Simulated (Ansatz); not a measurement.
**Ir in Ru(0001), 2x2: scattering by a point defect**

Aim: the resistance that Ir in Ru(0001), 2x2 adds to the host.

Main program and level: Ansatz 0.2.0; Ansatz plane-wave DFT, PBE, PAW files; ballistic transport by layer matching (Landauer), zero bias; PAW set soft_1, in the first sound run; inputs show where later runs differ.

### Step 1. Starting point

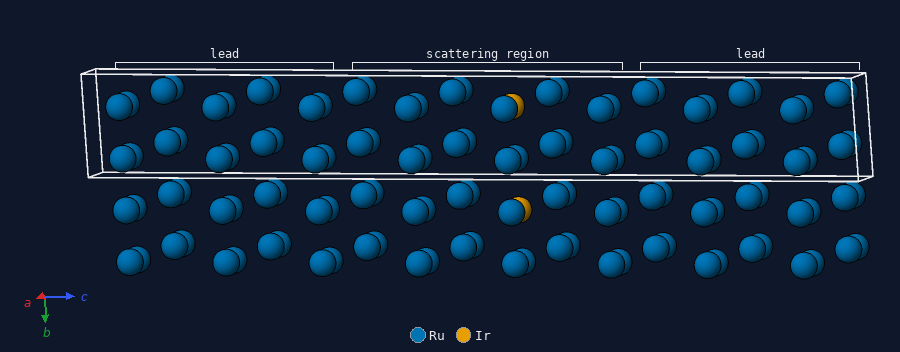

The starting structure, seen from the side, with the c axis across the page (ruthenium blue, iridium orange). 1×2×1 cells are drawn.

The cell holds 64 atoms: 63 Ru and 1 Ir. Its edges and angles: a = 5.412 Å, b = 5.412 Å, c = 34.255 Å, α = 90.0°, β = 90.0°, γ = 120.0°. It derives from Ru. Regions: lead, 40 atoms (40 Ru); scattering region, 24 atoms (23 Ru and 1 Ir). The structure is stacked along c, and the current runs across the ab planes.

### Step 2. Transmission at ideal sites

The defect sits in one plane of the supercell, all atoms on ideal sites; the layers about the cell's end are the lead. The mesh across the current, 12×12, is finer than the density's, because channels open and close sharply across the zone. Energies from -0.1 to 0.1 eV in steps of 0.05 eV are too few for the program's thermal sum, so it prints no conductance; for a metal the transmission near the Fermi level serves, at a fraction of the cost.

Contents of input.yaml:

```yaml
crystal:
  lattice:
    - [5.4116, 0.0, 0.0]
    - [-2.7058, 4.6865830751, 0.0]
    - [0.0, 0.0, 34.2552]
  atoms:
    - { symbol: Ru, position: [0.1666666667, 0.3333333333, 0.03125] }
    - { symbol: Ru, position: [0.1666666667, 0.8333333333, 0.03125] }
    - { symbol: Ru, position: [0.6666666667, 0.3333333333, 0.03125] }
    - { symbol: Ru, position: [0.6666666667, 0.8333333333, 0.03125] }
    - { symbol: Ru, position: [0.3333333333, 0.1666666667, 0.09375] }
    - { symbol: Ru, position: [0.3333333333, 0.6666666667, 0.09375] }
    - { symbol: Ru, position: [0.8333333333, 0.1666666667, 0.09375] }
    - { symbol: Ru, position: [0.8333333333, 0.6666666667, 0.09375] }
    - { symbol: Ru, position: [0.1666666667, 0.3333333333, 0.15625] }
    - { symbol: Ru, position: [0.1666666667, 0.8333333333, 0.15625] }
    - { symbol: Ru, position: [0.6666666667, 0.3333333333, 0.15625] }
    - { symbol: Ru, position: [0.6666666667, 0.8333333333, 0.15625] }
    - { symbol: Ru, position: [0.3333333333, 0.1666666667, 0.21875] }
    - { symbol: Ru, position: [0.3333333333, 0.6666666667, 0.21875] }
    - { symbol: Ru, position: [0.8333333333, 0.1666666667, 0.21875] }
    - { symbol: Ru, position: [0.8333333333, 0.6666666667, 0.21875] }
    - { symbol: Ru, position: [0.1666666667, 0.3333333333, 0.28125] }
    - { symbol: Ru, position: [0.1666666667, 0.8333333333, 0.28125] }
    - { symbol: Ru, position: [0.6666666667, 0.3333333333, 0.28125] }
    - { symbol: Ru, position: [0.6666666667, 0.8333333333, 0.28125] }
    - { symbol: Ru, position: [0.3333333333, 0.1666666667, 0.34375] }
    - { symbol: Ru, position: [0.3333333333, 0.6666666667, 0.34375] }
    - { symbol: Ru, position: [0.8333333333, 0.1666666667, 0.34375] }
    - { symbol: Ru, position: [0.8333333333, 0.6666666667, 0.34375] }
    - { symbol: Ru, position: [0.1666666667, 0.3333333333, 0.40625] }
    - { symbol: Ru, position: [0.1666666667, 0.8333333333, 0.40625] }
    - { symbol: Ru, position: [0.6666666667, 0.3333333333, 0.40625] }
    - { symbol: Ru, position: [0.6666666667, 0.8333333333, 0.40625] }
    - { symbol: Ru, position: [0.3333333333, 0.1666666667, 0.46875] }
    - { symbol: Ru, position: [0.3333333333, 0.6666666667, 0.46875] }
    - { symbol: Ru, position: [0.8333333333, 0.1666666667, 0.46875] }
    - { symbol: Ru, position: [0.8333333333, 0.6666666667, 0.46875] }
    - { symbol: Ir, position: [0.1666666667, 0.3333333333, 0.53125] }
    - { symbol: Ru, position: [0.1666666667, 0.8333333333, 0.53125] }
    - { symbol: Ru, position: [0.6666666667, 0.3333333333, 0.53125] }
    - { symbol: Ru, position: [0.6666666667, 0.8333333333, 0.53125] }
    - { symbol: Ru, position: [0.3333333333, 0.1666666667, 0.59375] }
    - { symbol: Ru, position: [0.3333333333, 0.6666666667, 0.59375] }
    - { symbol: Ru, position: [0.8333333333, 0.1666666667, 0.59375] }
    - { symbol: Ru, position: [0.8333333333, 0.6666666667, 0.59375] }
    - { symbol: Ru, position: [0.1666666667, 0.3333333333, 0.65625] }
    - { symbol: Ru, position: [0.1666666667, 0.8333333333, 0.65625] }
    - { symbol: Ru, position: [0.6666666667, 0.3333333333, 0.65625] }
    - { symbol: Ru, position: [0.6666666667, 0.8333333333, 0.65625] }
    - { symbol: Ru, position: [0.3333333333, 0.1666666667, 0.71875] }
    - { symbol: Ru, position: [0.3333333333, 0.6666666667, 0.71875] }
    - { symbol: Ru, position: [0.8333333333, 0.1666666667, 0.71875] }
    - { symbol: Ru, position: [0.8333333333, 0.6666666667, 0.71875] }
    - { symbol: Ru, position: [0.1666666667, 0.3333333333, 0.78125] }
    - { symbol: Ru, position: [0.1666666667, 0.8333333333, 0.78125] }
    - { symbol: Ru, position: [0.6666666667, 0.3333333333, 0.78125] }
    - { symbol: Ru, position: [0.6666666667, 0.8333333333, 0.78125] }
    - { symbol: Ru, position: [0.3333333333, 0.1666666667, 0.84375] }
    - { symbol: Ru, position: [0.3333333333, 0.6666666667, 0.84375] }
    - { symbol: Ru, position: [0.8333333333, 0.1666666667, 0.84375] }
    - { symbol: Ru, position: [0.8333333333, 0.6666666667, 0.84375] }
    - { symbol: Ru, position: [0.1666666667, 0.3333333333, 0.90625] }
    - { symbol: Ru, position: [0.1666666667, 0.8333333333, 0.90625] }
    - { symbol: Ru, position: [0.6666666667, 0.3333333333, 0.90625] }
    - { symbol: Ru, position: [0.6666666667, 0.8333333333, 0.90625] }
    - { symbol: Ru, position: [0.3333333333, 0.1666666667, 0.96875] }
    - { symbol: Ru, position: [0.3333333333, 0.6666666667, 0.96875] }
    - { symbol: Ru, position: [0.8333333333, 0.1666666667, 0.96875] }
    - { symbol: Ru, position: [0.8333333333, 0.6666666667, 0.96875] }
kpoints:
  mp_grid: { grid: [5, 5, 1] }
hamiltonian:
  xc: pbe
  pseudopotentials: { kind: paw, azcp: { folder: soft_1 } }
scf:
  occupations: { method: fermi_dirac, width: 0.1 }
output:
  transmission: { leads: [[0, 8]], kmesh: [12, 12], e_range: [-0.1, 0.1], de: 0.05 }
  write_potential: true
  write_density: true
  volumetric_format: npy
  elf: true
```

Run with:

```console
$ ansatz run input.yaml --threads 4 --pin off --max-ram 15360MiB --backend cpu --events-out ev --progress --plain --runs-dir out
```

Numbers of over 12 decimals in the logs are rounded to 6 here.

Output:

```text
Engine: ansatz 0.2.0, x86_64-unknown-linux-gnu
Pseudopotentials: kind: paw
Pseudopotential: Ru, paw, valence charge 16, recommended cutoff 420 eV (normal), soft_1/Ru.paw.azcp
Pseudopotential: Ir, paw, valence charge 17, recommended cutoff 420 eV (normal), soft_1/Ir.paw.azcp
Functional definition: PBE
  parameter kappa = 0.804
  parameter beta = 0.066725
  exchange = pbe_x(kappa = kappa, mu = beta*pi^2/3)
  correlation = pbe_c(beta = beta)
Crystal: 64 atoms, lattice volume = 868.777 Å³
Basis set: ecut = 420 eV, 16909 PW (Γ)
Bands: 615, of which v1, the nominal top of the filled ones, is band 513 counted from 1 (512 counted from 0)
Symmetry: 12 space group operations
Space group: P-6m2 (ITA 187), of the structure as read, at distance tolerance 9.5e-5 Å
k-points: 5 of 25 (time reversal used)
Non-local potential: Ru, projectors of the file, l = 0: 3, l = 1: 2, l = 2: 2, l = 3: 1
Non-local potential: Ir, projectors of the file, l = 0: 3, l = 1: 2, l = 2: 2, l = 3: 1
PAW form: soft (Blöchl's): semilocal exchange-correlation on the pseudo side does not see the compensation charge
PAW one-centre angular grid: Ru, 590 points (default); XC on 64 Gauss nodes
PAW one-centre angular grid: Ir, 590 points (default); XC on 64 Gauss nodes
Initial density: superposition of atomic densities (chi_scale 0.1, normalization cell)
Initial wavefunctions: pseudopotential atomic-orbital guess
Functional: x = pbe(κ = 0.804, μ = 0.219515), c = pbe(β = 0.066725)
SCF iter   1: F=—  HF=-382337.354062 eV  |F-HF|=—  |Δ(HF+E_count)|=         —  Δρ=1.23e-1  dr2=1.30e2  ethr=3.10e-3  ⟨swp⟩=5.0  Hψ=9930  notcnv=0  defer=1
preconditioner: auto → Kerker (q_TF=auto, 2.805 Å⁻¹)  [metal: Δε(μ)=0.022 eV  Ē_g=5.291 eV  σ=0.100 eV  W_gap=0.06  n_scr=348 (ndim 8)  ℏωp=28.5 eV  f_vac=0.000  D(μ)=58.43/eV (n_scr^D=572)]
SCF iter   2: F=—  HF=-382305.834511 eV  |F-HF|=—  |Δ(HF+E_count)|=    3.15e1  Δρ=5.90e-2  dr2=2.94e1  ethr=3.10e-3  ⟨swp⟩=2.6  Hψ=6153  notcnv=0  defer=40
SCF iter   3: F=—  HF=-382297.475673 eV  |F-HF|=—  |Δ(HF+E_count)|=    8.36e0  Δρ=9.55e-3  dr2=4.67e-1  ethr=2.86e-3  ⟨swp⟩=2.4  Hψ=5468  notcnv=0  defer=41
SCF iter   4: F=—  HF=-382297.548875 eV  |F-HF|=—  |Δ(HF+E_count)|=   7.32e-2  Δρ=1.18e-3  dr2=2.41e-2  ethr=4.55e-5  ⟨swp⟩=2.2  Hψ=5249  notcnv=0  defer=42
SCF iter   5: F=—  HF=-382297.549545 eV  |F-HF|=—  |Δ(HF+E_count)|=   6.70e-4  Δρ=2.62e-4  dr2=2.00e-3  ethr=2.35e-6  ⟨swp⟩=2.0  Hψ=3033  notcnv=0  defer=42
SCF iter   6: F=—  HF=-382297.549639 eV  |F-HF|=—  |Δ(HF+E_count)|=   9.45e-5  Δρ=6.05e-5  dr2=5.07e-4  ethr=1.96e-7  ⟨swp⟩=1.0  Hψ=3026  notcnv=0  defer=42
SCF iter   7: F=—  HF=-382297.549576 eV  |F-HF|=—  |Δ(HF+E_count)|=   6.30e-5  Δρ=3.27e-5  dr2=8.32e-6  ethr=4.94e-8  ⟨swp⟩=1.0  Hψ=3026  notcnv=0  defer=42
SCF iter   8: F=—  HF=-382297.551951 eV  |F-HF|=—  |Δ(HF+E_count)|=   2.37e-3  Δρ=5.26e-6  dr2=1.05e-5  ethr=8.12e-10  ⟨swp⟩=2.0  Hψ=5271  notcnv=0  defer=42
SCF iter   9: F=—  HF=-382297.551951 eV  |F-HF|=—  |Δ(HF+E_count)|=   2.69e-8  Δρ=2.42e-6  dr2=7.47e-7  ethr=8.12e-10  ⟨swp⟩=1.0  Hψ=3026  notcnv=0  defer=42
SCF iter  10: F=-382297.551951 eV  HF=-382297.551951 eV  |F-HF|=1.47e-8  |Δ(HF+E_count)|=   1.18e-8  Δρ=3.03e-7  dr2=1.52e-8  ethr=9.76e-12  ⟨swp⟩=7.2  Hψ=6753  notcnv=0
SCF 1 converged in 10 iterations: F = -382297.551951 eV  dr2 = 1.52e-8
  greatest PAW one-centre occupation: 1.000 electrons in one spin orbital (limit 2), on the Ir atom at site 32 (counted from 0), in its partial waves of l = 0
transmission: 120 of 1197 steps passed
transmission: 240 of 1197 steps passed
[...]
transmission: 1197 of 1197 steps passed
SCF converged after 10 iterations
Free energy (F): -382297.551951 eV
Harris-Foulkes:  -382297.551951 eV  (|F-HF|=1.47e-8)
Internal energy: -382295.443848 eV  (E = F + TS)
E sigma→0 (E₀):  -382296.497899 eV
Entropy (-TS):   -2.108103 eV (-32.939 meV/atom)
Fermi energy:    23.423860 eV
--- Per-component energies (eV) ---
  E_band       = -3601.511089
  E_kinetic    = 29549.604474
  E_local      = -81063.139249  (includes V_loc(G=0)·N_el)
  E_nonlocal   = 26176.407166
  E_hartree    = 26925.579293
  E_xc         = -10951.385737
  E_vxc        = -13815.809306  (∫ρ·V_xc dr)
  E_paw        = -229859.655072  (= ΣΔE_a)
  E_vpaw       = -18299.771736  (= ΣTr[D̂ρ^β])
  E_aug_tail   = 0.039667  (compensation charges beyond the density's cutoff)
  E_ewald      = -143072.894389
  E_smearing   = -2.108103  (= −TS)
  E_closure    = 0.000000  (closes the sum)
  Σ components = -382297.551951   (vs F -382297.551951, Δ=0.00e0)
--- Band table (eV; the first three rows and the last of 5) ---
  k-point 0: bands = [... 509 lower, 24.1590, 24.1648, 24.1649, 24.1649, 24.1687, 24.3244, 24.3244, 24.3316, ... 98 higher]
  k-point 1: bands = [... 509 lower, 23.8739, 23.8821, 23.9305, 23.9306, 23.9390, 23.9433, 23.9484, 23.9515, ... 98 higher]
  k-point 2: bands = [... 509 lower, 23.1378, 23.1913, 23.2107, 23.2568, 23.2581, 23.4165, 23.4252, 23.4482, ... 98 higher]
  k-point 4: bands = [... 509 lower, 23.0422, 23.0561, 23.0692, 23.0705, 23.3671, 23.3834, 23.3924, 23.3971, ... 98 higher]
--- Transmission ---
  basis      : 223 plane waves across, 63 finite elements along
  points     : 19, standing for a mesh of 12 x 12
  energies   : 5 from -0.100000 to 0.100000 eV about the Fermi level, 0.050000 eV apart; the leads are filled to 0.000000 eV, and channels, transmission and decay are at 0.000000 eV
  crystal 0  : Ru8, at the sites [0, 8], period 4.2819 Å, over 32.11 Å; its Hamiltonian steps by up to 0.2 meV
    offset         : up to 0.0000 Å between an atom of the period and one for which it stands
    channels       : 5.930556e0 a spin
    conductance    : none, the energies end too early or step too widely for 300 K: set another output.transmission.e_range or a lower de, or, where they end at an eighth of basis.ecutwfc, a higher one
  junction   : crystal 0 to crystal 0, 1.44 to 31.42 Å
    transmission   : 5.509064e0 a spin
    conductance    : none, the energies end too early or step too widely for 300 K: set another output.transmission.e_range or a lower de, or, where they end at an eighth of basis.ecutwfc, a higher one
```

Wall time 7.2 min (4 threads of Intel Xeon Platinum 8175M at 2.50GHz (Skylake/Cascade Lake), shared host); peak memory 8.2 GiB; 24 min of CPU time.

The column dr2 measures how far the density is from self-consistency, as an energy; F and HF (Harris–Foulkes) agree once it is small.

This run has no spin polarisation although its electron count is odd.

Numbers from this step:

```
free energy                                    : -382297.5520 eV
energy at zero smearing                        : -382296.4979 eV
Fermi energy                                   : 23.42 eV
cell area                                      : 25.36 Å²
transmission per spin nearest the Fermi level  : 5.509
open channels per spin nearest the Fermi level : 5.931
step of the lead's potential                   : 0.2 meV
```

Per spin. The transmission, zone mean by energy, zero at the Fermi level:

| energy (eV) | transmission, zone mean |
| --- | --- |
| -0.1000 | 5.30 |
| -0.0500 | 5.60 |
| 0.0000 | 5.51 |
| 0.0500 | 5.45 |
| 0.1000 | 5.11 |

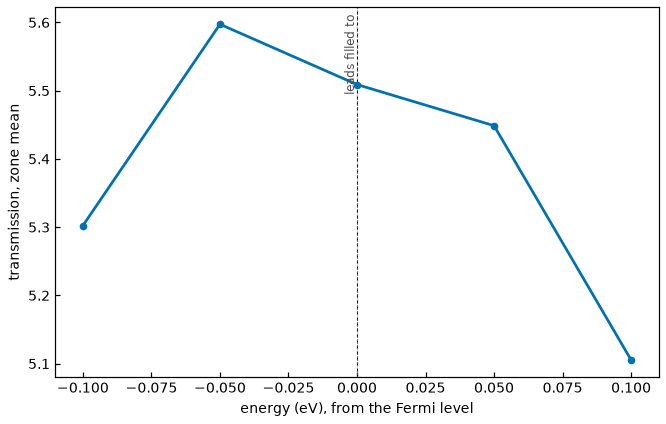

Transmission, zone mean against energy.

Per spin. Open channels, zone mean, lead against energy, zero at the Fermi level:

| energy (eV) | open channels, zone mean, lead |
| --- | --- |
| -0.1000 | 5.64 |
| -0.0500 | 6.01 |
| 0.0000 | 5.93 |
| 0.0500 | 5.81 |
| 0.1000 | 5.18 |

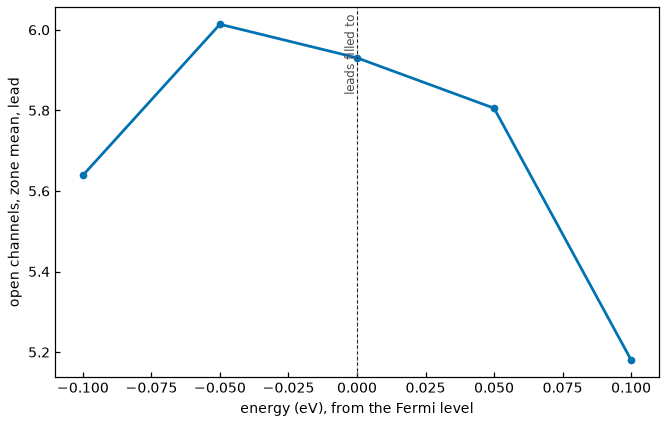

Open channels, zone mean, lead against energy.

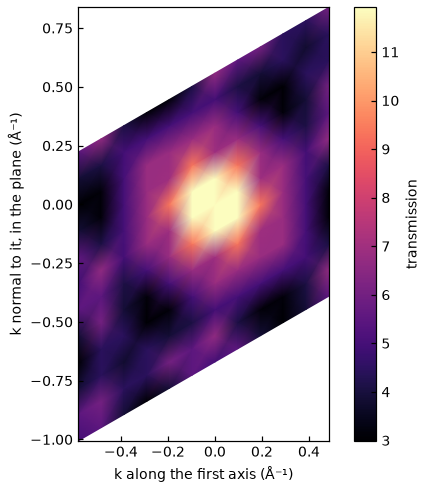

Transmission over k1 and k2. At 0.0000 eV from the Fermi level.

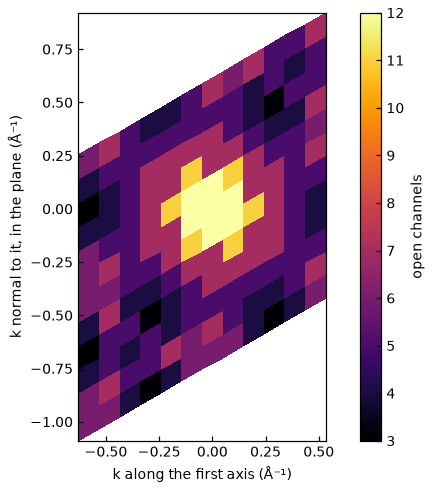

Open channels over k1 and k2. At 0.0000 eV from the Fermi level.

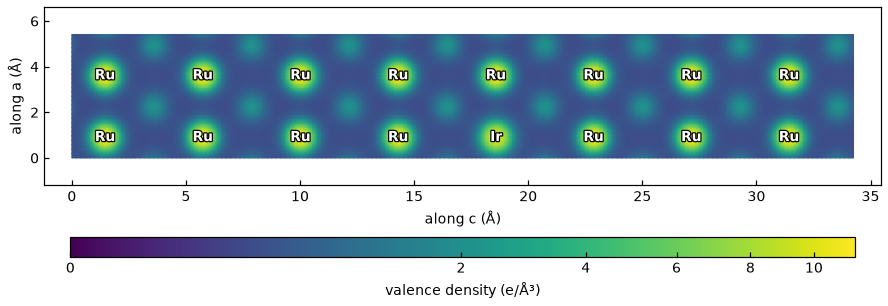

Valence density in the ca plane at fractional y = 0.333, with atoms of Ru and Ir within 0.2 Å of it. It is the smooth field of the valence electrons, not physical close to the nuclei. The colour scale is stretched toward low values.

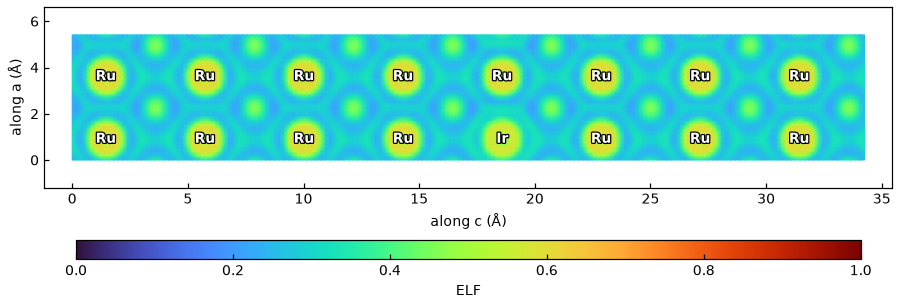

ELF in the ca plane at fractional y = 0.333, with atoms of Ru and Ir within 0.2 Å of it. It is the smooth field of the valence electrons, not physical close to the nuclei.

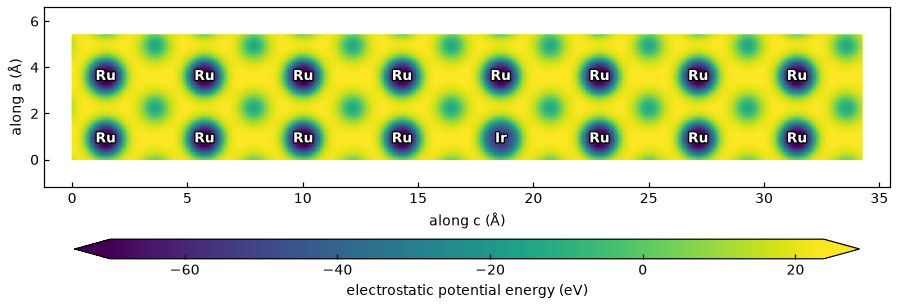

Electrostatic potential energy in the ca plane at fractional y = 0.333, with atoms of Ru and Ir within 0.2 Å of it. With pseudopotentials it is smooth inside the atoms' cores, unlike the true potential.

Over the solved energies the transmission per spin lies between 5.11 and 5.60, out of 5.71 channels of the lead on average (up to 6.01).

### Step 3. Resistance at ideal sites

This step: Ansatz plane-wave DFT, PBE, PAW files; ballistic transport by layer matching (Landauer), zero bias; area resistance of the defect plane and resistivity an atomic per cent; PAW set soft_1 (Ansatz 0.2.0).

This step gave:

* area resistance: 0.03993 fΩ m²
* T over the leads' mean channel count: 0.9327
* resistivity per at.% scaled from this dense plane, with the factor 3/4 for isotropic scattering: 0.5595 µΩ cm

Averaged over the energies near the Fermi level, 93.3 % of the channels pass, which makes 0.0399 fΩ m².

By hand, with T and the leads' channels N averaged over the energies near the Fermi level: RA = A (h/2e²)(1/T − 1/N) = 25.36×10⁻²⁰ m² × 12 906 Ω × (1/5.518 − 1/5.917) = 0.0399 fΩ m². Per atomic per cent: RA × A / V_atom × 0.01 × 3/4 = 0.559 µΩ cm, with the host's V_atom = 13.57 Å³.

(Part 1 of 3 ends here.)

[Logs are printed without paths, hosts, clocks, repeated set-up lines and the standing remarks that a program may print on its own settings, such as how far it seeks lower states.]

[Hosts, paths, dates, database ids (printed as entryN), source tags and the programs' standing remarks are cut or masked in the printed files.]
